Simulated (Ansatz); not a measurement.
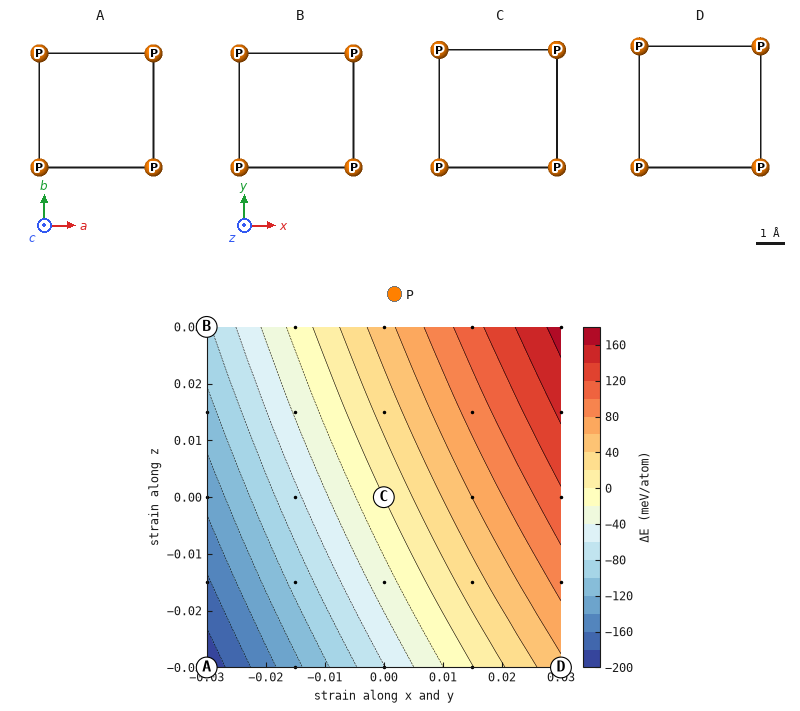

Energy scan for solid P (P4/mmm), in which the cell is strained equally along x and y and separately along z, with the atoms kept at their fractional coordinates. x, y and z are the Cartesian axes of the input. The map is interpolated between the computed points (dots). The lettered frames are marked on it. A ball-and-stick model of the cell of the calculation, seen along the c axis.

Computed with DFT PBEsol+D3(BJ), scalar-relativistic, plane waves, PAW in Ansatz 0.2.0. Set-up: plane-wave cutoff 420 eV; k-point mesh 12 × 12 × 12; occupations gaussian; smearing width 0.15 eV; no spin polarisation. Energies (free energies at the smearing named) are counted from the cell as listed in its source, which wasn't relaxed.

Q: Describe the energy landscape.

A: In pairs of (strain along x and y; strain along z): the lowest computed point lies at (−0.030, −0.030) (−195 meV/atom), the highest at (0.030, 0.030) (169 meV/atom). It lies on the edge of the grid, so the true minimum may be outside the range scanned. The pressure runs from −4.9 GPa at (−0.030, −0.030) to −3.3 GPa at (0.030, 0.030). The frames lie at A (−0.030, −0.030): −195 meV/atom, B (−0.030, 0.030): −83 meV/atom, C (0.000, 0.000): 0 meV/atom, D (0.030, −0.030): 55 meV/atom.
